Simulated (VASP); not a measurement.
## Run report: Si, geometry relaxation (part 1 of 3)

Si (P6₃/mmc, 2 atoms in the cell), computed with Kohn-Sham DFT of a periodic cell, PBE, VASP PAW PBE potentials, recommended, no spin polarisation (VASP 6.6.1).

The structure derives from a Materials Project entry.

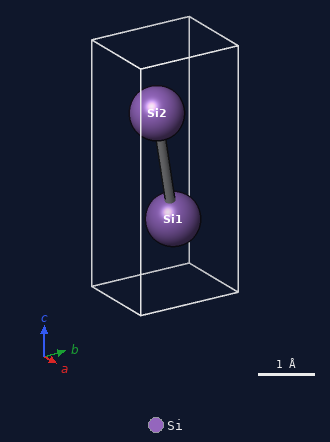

**Figure 1.** The starting structure (ball-and-stick view of the cell of the calculation, seen slightly off an axis; atoms are numbered from 1 in the order of the input).

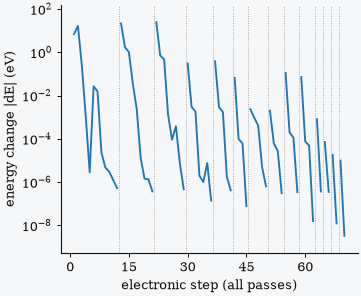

**Figure 2.** Convergence of the self-consistent field: energy change |dE| against the electronic step. Each stretch between dotted lines is the SCF of one geometry step of a relaxation. The 14 ionic steps take 2 to 12 electronic steps each. The density is held fixed in the first few steps, and dE rises again when its update begins.

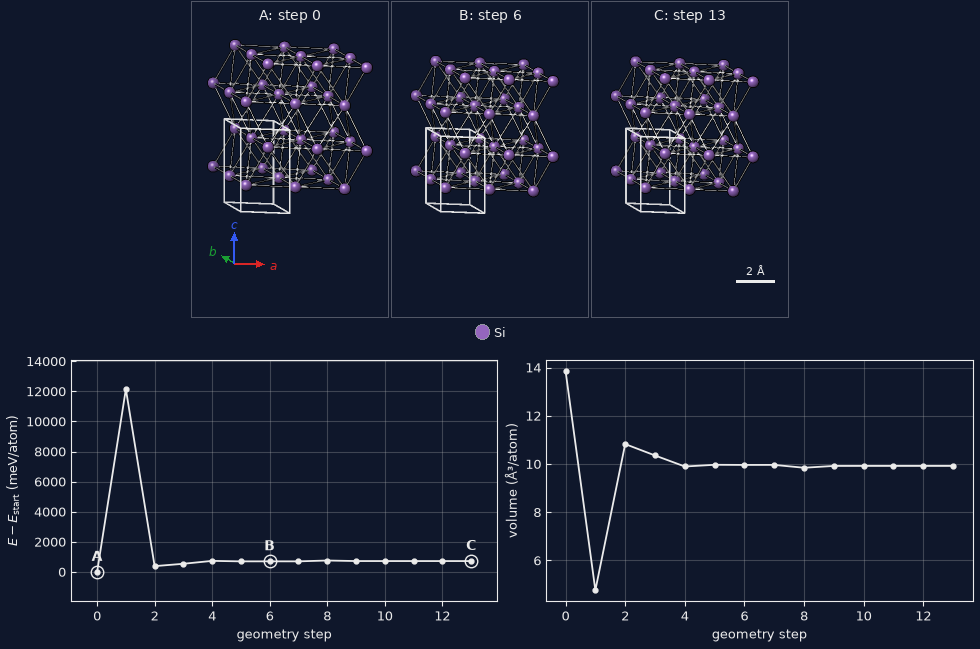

**Figure 3.** Frames of the relaxation (ball-and-stick view of the cell of the calculation, repeated 3 × 3 × 2, seen slightly off an axis) above the curves, on which the letters mark them (steps are counted from 0).

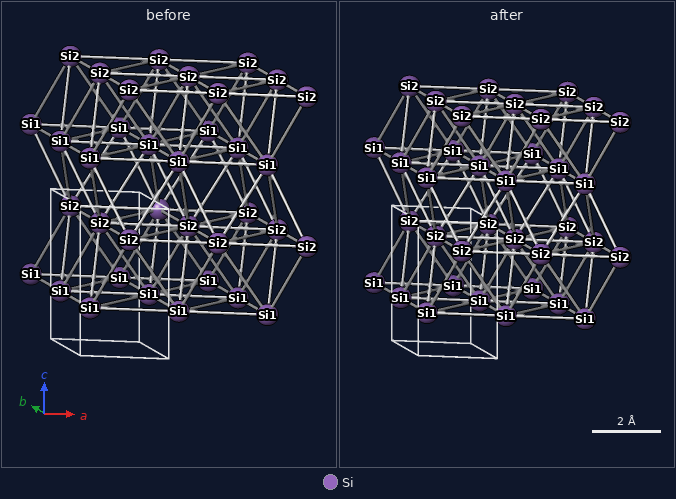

**Figure 4.** Before (left) and after (right) the relaxation, at one scale (ball-and-stick view of the cell of the calculation, repeated 3 × 3 × 2, seen slightly off an axis). No atom moves by more than 0.005 Å relative to the cell. The volume changes by −28.4 %, with a = b 2.666 → 2.375 Å (−10.9 %), c 4.506 → 4.061 Å (−9.9 %). Distances before and after: Si1–Si1 2.666 → 2.375 Å, Si1–Si2 2.729 → 2.450 Å. The space group stays P6_3/mmc (No. 194). The energy rises by 725 meV per atom in 13 geometry steps. All forces vanish by symmetry, so only the cell relaxes. (Atoms are counted from 1 in the order of the input.)

The input that produced these results follows, with the program's output.

### INCAR
```
SYSTEM = Si
ALGO = Fast
EDIFF = 1E-6
EDIFFG = -0.002
ENCUT = 600
GGA = PE
IBRION = 2
ISIF = 3
ISMEAR = 0
LASPH = .True.
LCHARG = .False.
LREAL = .False.
LWAVE = .False.
NELM = 100
NSW = 100
PREC = Accurate
PSTRESS = 750.0
SIGMA = 0.1
```

### KPOINTS
```
k-points
0
Gamma
  18 18 10
  0 0 0
```

### POSCAR
```
Si
1.0
    2.6655775094      0.0000000000      0.0000000000
   -1.3327887547      2.3084578389      0.0000000000
    0.0000000000      0.0000000000      4.5062692700
Si
2
Direct
    0.3333333300      0.6666666700      0.2500000000
    0.6666666700      0.3333333300      0.7500000000
```

Command:
```bash
cat potpaw_PBE.64/Si/POTCAR > POTCAR
mpirun -np 1 vasp_std > vasp.out
```

### OSZICAR
```
N       E                     dE             d eps       ncg     rms          rms(c)
DAV:   1     0.697057684265E+01    0.69706E+01   -0.39513E+03  3552   0.952E+02
DAV:   2    -0.962898103569E+01   -0.16600E+02   -0.15962E+02  5272   0.834E+01
DAV:   3    -0.986997740919E+01   -0.24100E+00   -0.22335E+00  4704   0.110E+01
DAV:   4    -0.987101509834E+01   -0.10377E-02   -0.10372E-02  5360   0.664E-01
DAV:   5    -0.987101791392E+01   -0.28156E-05   -0.28155E-05  4656   0.184E-02    0.408E+00
RMM:   6    -0.984384027209E+01    0.27178E-01   -0.66282E-03  3552   0.561E-01    0.232E+00
RMM:   7    -0.982825835762E+01    0.15582E-01   -0.15234E-02  3552   0.868E-01    0.148E-01
RMM:   8    -0.982828127752E+01   -0.22920E-04   -0.83167E-04  3554   0.301E-01    0.455E-02
RMM:   9    -0.982828598274E+01   -0.47052E-05   -0.91387E-05  3553   0.992E-02    0.119E-02
RMM:  10    -0.982828299815E+01    0.29846E-05   -0.16861E-05  3555   0.406E-02    0.225E-02
RMM:  11    -0.982828174370E+01    0.12544E-05   -0.13017E-06  2646   0.109E-02    0.258E-03
RMM:  12    -0.982828121737E+01    0.52633E-06   -0.28607E-07  2506   0.431E-03
   1 F= 0.31519098E+01 E0= 0.31540607E+01  d E =0.315191E+01
       N       E                     dE             d eps       ncg     rms          rms(c)
DAV:   1     0.117015842797E+02    0.21530E+02   -0.24726E+02  4928   0.127E+02    0.332E+01
RMM:   2     0.134061891879E+02    0.17046E+01   -0.97561E-01  3552   0.116E+01    0.162E+01
RMM:   3     0.144324925350E+02    0.10263E+01   -0.27125E-01  3552   0.579E+00    0.245E+00
RMM:   4     0.144687383110E+02    0.36246E-01   -0.24104E-02  3552   0.191E+00    0.179E+00
RMM:   5     0.144711412851E+02    0.24030E-02   -0.12491E-03  3552   0.403E-01    0.638E-01
RMM:   6     0.144711546238E+02    0.13339E-04   -0.11137E-04  3552   0.116E-01    0.185E-01
RMM:   7     0.144711560676E+02    0.14438E-05   -0.84047E-06  3432   0.286E-02    0.724E-02
RMM:   8     0.144711574031E+02    0.13355E-05   -0.11626E-06  2670   0.835E-03    0.143E-02
RMM:   9     0.144711570295E+02   -0.37365E-06   -0.15055E-07  2446   0.303E-03
   2 F= 0.18933035E+02 E0= 0.18934280E+02  d E =0.157811E+02
       N       E                     dE             d eps       ncg     rms          rms(c)
DAV:   1    -0.102328380955E+02   -0.24704E+02   -0.58977E+01  4200   0.466E+01    0.208E+01
RMM:   2    -0.951950243391E+01    0.71334E+00   -0.22841E-01  3552   0.485E+00    0.126E+01
RMM:   3    -0.905153695493E+01    0.46797E+00   -0.12942E-01  3552   0.329E+00    0.112E+00
RMM:   4    -0.905289042621E+01   -0.13535E-02   -0.79297E-03  3556   0.987E-01    0.721E-01
RMM:   5    -0.905279933841E+01    0.91088E-04   -0.89888E-04  3553   0.302E-01    0.249E-01
RMM:   6    -0.905241530462E+01    0.38403E-03   -0.26251E-04  3554   0.157E-01    0.120E-01
RMM:   7    -0.905240752979E+01    0.77748E-05   -0.22493E-05  3553   0.521E-02    0.229E-02
RMM:   8    -0.905240705700E+01    0.47279E-06   -0.35554E-06  2988   0.174E-02
   3 F= 0.10854800E+01 E0= 0.10874985E+01  d E =-.206643E+01
       N       E                     dE             d eps       ncg     rms          rms(c)
DAV:   1    -0.874418061283E+01    0.30823E+00   -0.34753E-01  4648   0.373E+00    0.828E-01
RMM:   2    -0.874115575945E+01    0.30249E-02   -0.14370E-03  3552   0.381E-01    0.460E-01
RMM:   3    -0.873934822703E+01    0.18075E-02   -0.98712E-04  3552   0.269E-01    0.688E-02
RMM:   4    -0.873935022059E+01   -0.19936E-05   -0.54185E-05  3554   0.852E-02    0.739E-02
RMM:   5    -0.873935122258E+01   -0.10020E-05   -0.42168E-06  3454   0.228E-02    0.101E-01
RMM:   6    -0.873934360255E+01    0.76200E-05   -0.65896E-06  3552   0.225E-02    0.165E-02
RMM:   7    -0.873934346141E+01    0.14113E-06   -0.52177E-07  2320   0.814E-03
   4 F= 0.95617616E+00 E0= 0.95782060E+00  d E =-.219573E+01
       N       E                     dE             d eps       ncg     rms          rms(c)
DAV:   1    -0.835784347308E+01    0.38150E+00   -0.34180E-01  4704   0.377E+00    0.872E-01
RMM:   2    -0.835493515560E+01    0.29083E-02   -0.13542E-03  3552   0.373E-01    0.485E-01
RMM:   3    -0.835319207728E+01    0.17431E-02   -0.88188E-04  3552   0.260E-01    0.692E-02
RMM:   4    -0.835319382942E+01   -0.17521E-05   -0.48898E-05  3554   0.820E-02    0.735E-02
RMM:   5    -0.835319424584E+01   -0.41641E-06   -0.36493E-06  3318   0.215E-02
   5 F= 0.91384813E+00 E0= 0.91518854E+00  d E =-.223806E+01
       N       E                     dE             d eps       ncg     rms          rms(c)
DAV:   1    -0.841911267116E+01   -0.65919E-01   -0.87470E-03  4600   0.602E-01    0.283E-01
RMM:   2    -0.841901482494E+01    0.97846E-04   -0.36850E-05  3552   0.609E-02    0.163E-01
RMM:   3    -0.841895275067E+01    0.62074E-04   -0.32021E-05  3552   0.477E-02    0.992E-03
RMM:   4    -0.841895267322E+01    0.77446E-07   -0.15537E-06  2516   0.148E-02
   6 F= 0.91434221E+00 E0= 0.91572669E+00  d E =-.223757E+01
       N       E                     dE             d eps       ncg     rms          rms(c)
DAV:   1    -0.841660129870E+01    0.23515E-02   -0.11236E-01  5008   0.207E+00    0.209E-01
RMM:   2    -0.841565954508E+01    0.94175E-03   -0.12737E-03  3552   0.347E-01    0.110E-01
RMM:   3    -0.841524540837E+01    0.41414E-03   -0.56460E-04  3552   0.173E-01    0.720E-03
RMM:   4    -0.841525030199E+01   -0.48936E-05   -0.46935E-05  3550   0.624E-02    0.592E-03
RMM:   5    -0.841525094141E+01   -0.63942E-06   -0.39056E-06  3051   0.173E-02
   7 F= 0.91236710E+00 E0= 0.91322654E+00  d E =-.197511E-02
       N       E                     dE             d eps       ncg     rms          rms(c)
DAV:   1    -0.841724992233E+01   -0.19996E-02   -0.73280E-03  4856   0.529E-01    0.534E-02
RMM:   2    -0.841718881978E+01    0.61103E-04   -0.83324E-05  3552   0.891E-02    0.282E-02
RMM:   3    -0.841716155775E+01    0.27262E-04   -0.36000E-05  3550   0.439E-02    0.189E-03
RMM:   4    -0.841716186479E+01   -0.30704E-06   -0.29178E-06  2988   0.157E-02
   8 F= 0.91200332E+00 E0= 0.91293476E+00  d E =-.233889E-02
       N       E                     dE             d eps       ncg     rms          rms(c)
DAV:   1    -0.830574696354E+01    0.11141E+00   -0.23560E-02  4808   0.992E-01    0.233E-01
RMM:   2    -0.830554804605E+01    0.19892E-03   -0.93838E-05  3552   0.980E-02    0.131E-01
RMM:   3    -0.830543438325E+01    0.11366E-03   -0.63376E-05  3552   0.689E-02    0.181E-02
RMM:   4    -0.830543472805E+01   -0.34479E-06   -0.34828E-06  3341   0.217E-02
   9 F= 0.91292346E+00 E0= 0.91382287E+00  d E =0.920136E-03
       N       E                     dE             d eps       ncg     rms          rms(c)
DAV:   1    -0.837750557510E+01   -0.72071E-01   -0.95396E-03  4696   0.630E-01    0.175E-01
RMM:   2    -0.837742991240E+01    0.75663E-04   -0.37622E-05  3552   0.624E-02    0.100E-01
RMM:   3    -0.837738092489E+01    0.48988E-04   -0.23788E-05  3552   0.420E-02    0.979E-03
RMM:   4    -0.837738090908E+01    0.15816E-07   -0.12639E-06  2412   0.131E-02
  10 F= 0.91156347E+00 E0= 0.91248366E+00  d E =-.439850E-03
       N       E                     dE             d eps       ncg     rms          rms(c)
DAV:   1    -0.837818399182E+01   -0.80307E-03   -0.12482E-06  4856   0.751E-03    0.295E-03
RMM:   2    -0.837818362395E+01    0.36788E-06   -0.14930E-08   889   0.163E-03
  11 F= 0.91156404E+00 E0= 0.91248448E+00  d E =-.439279E-03
       N       E                     dE             d eps       ncg     rms          rms(c)
DAV:   1    -0.837825558390E+01   -0.71592E-04   -0.38949E-05  5032   0.387E-02    0.394E-03
RMM:   2    -0.837825523077E+01    0.35312E-06   -0.43251E-07  1888   0.645E-03
  12 F= 0.91156384E+00 E0= 0.91249148E+00  d E =-.202411E-06
       N       E                     dE             d eps       ncg     rms          rms(c)
DAV:   1    -0.837823773628E+01    0.17848E-04   -0.38822E-06  4528   0.123E-02    0.950E-04
RMM:   2    -0.837823772398E+01    0.12303E-07   -0.36585E-08  1344   0.213E-03
  13 F= 0.91156380E+00 E0= 0.91248975E+00  d E =-.243509E-06
       N       E                     dE             d eps       ncg     rms          rms(c)
DAV:   1    -0.837822778724E+01    0.99490E-05   -0.56945E-07  2416   0.466E-03    0.519E-04
RMM:   2    -0.837822778397E+01    0.32628E-08   -0.90162E-10   648   0.111E-03
  14 F= 0.91156377E+00 E0= 0.91248867E+00  d E =-.266244E-06
```

### Parts of OUTCAR
```
SYSTEM = Si
   EDIFF = 1E-6
   EDIFFG = -0.002
   ENCUT = 600
   GGA = PE
   IBRION = 2
   ISIF = 3
   ISMEAR = 0
   LASPH = .True.
   LREAL = .False.
   NELM = 100
   NSW = 100
   PREC = Accurate
   PSTRESS = 750.0

 ion  position               nearest neighbor table
   1  0.333  0.667  0.250-   2 2.73   2 2.73   2 2.73   2 2.73   2 2.73   2 2.73
   2  0.667  0.333  0.750-   1 2.73   1 2.73   1 2.73   1 2.73   1 2.73   1 2.73

  LATTYP: Found a hexagonal cell.
 ALAT       =     2.6655775094
 C/A-ratio  =     1.6905414508

  Lattice vectors:

 A1 = (   2.6655775094,   0.0000000000,   0.0000000000)
 A2 = (  -1.3327887547,   2.3084578389,   0.0000000000)
 A3 = (   0.0000000000,   0.0000000000,   4.5062692700)

Analysis of symmetry for initial positions (statically):
=====================================================================
 Subroutine PRICEL returns:
 Original cell was already a primitive cell.

 Routine SETGRP: Setting up the symmetry group for a
 hexagonal supercell.

 Subroutine GETGRP returns: Found 24 space group operations
 (whereof 12 operations were pure point group operations)
 out of a pool of 24 trial point group operations.

The static configuration has the point symmetry D_3d.
 The point group associated with its full space group is D_6h.

Analysis of symmetry for dynamics (positions and initial velocities):
=====================================================================
 Subroutine PRICEL returns:
 Original cell was already a primitive cell.

 Routine SETGRP: Setting up the symmetry group for a
 hexagonal supercell.

 Subroutine GETGRP returns: Found 24 space group operations
 (whereof 12 operations were pure point group operations)
 out of a pool of 24 trial point group operations.

The dynamic configuration has the point symmetry D_3d.
 The point group associated with its full space group is D_6h.

 Subroutine INISYM returns: Found 24 space group operations
 (whereof 12 operations are pure point group operations),
 and found     1 'primitive' translations

----------------------------------------------------------------------------------------

                                     Primitive cell

  volume of cell :      27.7288

  direct lattice vectors                    reciprocal lattice vectors
     2.665577509  0.000000000  0.000000000     0.375153225  0.216594816  0.000000000
    -1.332788755  2.308457839  0.000000000     0.000000000  0.433189631  0.000000000
     0.000000000  0.000000000  4.506269270     0.000000000  0.000000000  0.221913059

  length of vectors
     2.665577509  2.665577509  4.506269270     0.433189631  0.433189631  0.221913059

  position of ions in fractional coordinates (direct lattice)
     0.333333330  0.666666670  0.250000000
     0.666666670  0.333333330  0.750000000

  ion indices of the primitive-cell ions
   primitive index   ion index
                 1           1
                 2           2

----------------------------------------------------------------------------------------

 KPOINTS: k-points

Automatic generation of k-mesh.
 Grid dimensions read from file:
 generate k-points for:   18   18   10

 Generating k-lattice:

  Cartesian coordinates                     Fractional coordinates (reciprocal lattice)
     0.020841846  0.012033045  0.000000000     0.055555556  0.000000000  0.000000000
     0.000000000  0.024066091  0.000000000     0.000000000  0.055555556  0.000000000
     0.000000000  0.000000000  0.022191306     0.000000000  0.000000000  0.100000000

  Length of vectors
     0.024066091  0.024066091  0.022191306

  Shift w.r.t. Gamma in fractional coordinates (k-lattice)
     0.000000000  0.000000000  0.000000000

 Subroutine IBZKPT returns following result:
 ===========================================

 Found    222 irreducible k-points:

 Following reciprocal coordinates:
            Coordinates               Weight
  0.000000  0.000000  0.000000      1.000000
  0.055556 -0.000000  0.000000      6.000000
  0.111111 -0.000000  0.000000      6.000000
  0.166667  0.000000  0.000000      6.000000
  0.222222  0.000000  0.000000      6.000000
  0.277778  0.000000  0.000000      6.000000
  0.333333  0.000000  0.000000      6.000000
  0.388889  0.000000  0.000000      6.000000
  0.444444  0.000000  0.000000      6.000000
  0.500000 -0.000000  0.000000      3.000000
  0.055556  0.055556  0.000000      6.000000
  0.111111  0.055556  0.000000     12.000000
  0.166667  0.055556  0.000000     12.000000
  0.222222  0.055556  0.000000     12.000000
  0.277778  0.055556  0.000000     12.000000
  0.333333  0.055556  0.000000     12.000000
  0.388889  0.055556  0.000000     12.000000
  0.444444  0.055556  0.000000     12.000000
  0.111111  0.111111  0.000000      6.000000
  0.166667  0.111111  0.000000     12.000000
  0.222222  0.111111  0.000000     12.000000
  0.277778  0.111111  0.000000     12.000000
  0.333333  0.111111  0.000000     12.000000
  0.388889  0.111111  0.000000     12.000000
 [... further k-points ...]
   k-points           NKPTS =    222   k-points in BZ     NKDIM =    222   number of bands    NBANDS=      8
   number of dos      NEDOS =    301   number of ions     NIONS =      2
   total plane-waves  NPLWV =  20736
   dimension x,y,z NGX =    24 NGY =   24 NGZ =   36
   dimension x,y,z NGXF=    48 NGYF=   48 NGZF=   72
   ions per type =               2
   NGX,Y,Z   is equivalent  to a cutoff of  14.97, 14.97, 13.28 a.u.
   NGXF,Y,Z  is equivalent  to a cutoff of  29.94, 29.94, 26.56 a.u.
 SYSTEM =  Si
   PREC   = accura    normal or accurate (medium, high low for compatibility)
   ISTART =      0    job   : 0-new  1-cont  2-samecut
   ICHARG =      2    charge: 1-file 2-atom 10-const
   ISPIN  =      1    spin polarized calculation?
   LNONCOLLINEAR =      F non collinear calculations
   LSORBIT =      F    spin-orbit coupling
   LASPH  =      T    aspherical Exc in radial PAW
   ENCUT  =  600.0 eV  44.10 Ry    6.64 a.u.   5.32  5.32  9.00*2*pi/ulx,y,z
   NELM   =    100;   NELMIN=  2; NELMDL= -5     # of ELM steps
   EDIFF  = 0.1E-05   stopping-criterion for ELM
   LREAL  =      F    real-space projection
   EDIFFG = -.2E-02   stopping-criterion for IOM
   NSW    =    100    number of steps for IOM
   IBRION =      2    ionic relax: 0-MD 1-quasi-New 2-CG
   NFREE  =      1    steps in history (QN), initial steepest desc. (CG)
   ISIF   =      3    stress and relaxation
   ISYM   =      2    0-nonsym 1-usesym 2-fastsym
   POTIM  = 0.5000    time-step for ionic-motion
   TEBEG  =    0.0;   TEEND  =   0.0 temperature during run
   PSTRESS=  750.0 pullay stress
   NELECT =       8.0000    total number of electrons
   NUPDOWN=      -1.0000    fix difference up-down
   EMIN   =  10.00;   EMAX   =-10.00  energy-range for DOS
   EFERMI =   0.00;   METHOD = LEGACY
   ISMEAR =     0;   SIGMA  =   0.10  broadening in eV -4-tet -1-fermi 0-gaus
   EFERMI_NEDOS =   21; number of points for ismear=-14 and -15
   IALGO  =     68    algorithm
   IMIX   =      4    mixing-type and parameters
     AMIX     =   0.40;   BMIX     =  1.00
     AMIX_MAG =   1.60;   BMIX_MAG =  1.00
  volume/ion in A,a.u.               =      13.86        93.56
  Fermi-wavevector in a.u.,A,eV,Ry     =   1.081753  2.044216 15.921389  1.170189
  Thomas-Fermi vector in A             =   2.217777
   LORBIT       =      0    0 simple, 1 ext, 2 COOP (PROOUT), +10 PAW based schemes
   GGA     = PE    functional components
   LHFCALC =     F    Hartree Fock is set to
   AEXX    =    0.0000 exact exchange contribution
   IVDW    =     0    specifies the selected vdW correction
   LEPSILON=     F    determine dielectric tensor
   LRPA    =     F    only Hartree local field effects (RPA)
 conjugate gradient relaxation of ions
 non-spin polarized calculation
 RMM-DIIS sequential band-by-band and
 Gauss-broadening in eV      SIGMA  =   0.10
  energy-cutoff  :      600.00
  volume of cell :       27.73
 maximum number of plane-waves:       942
 NGX is ok and might be reduce to    24
   NGX = 11   NGY = 11   NGZ = 19

--------------------------------------- Ionic step        1  -------------------------------------------

 number of electron       8.0000001 magnetization
```
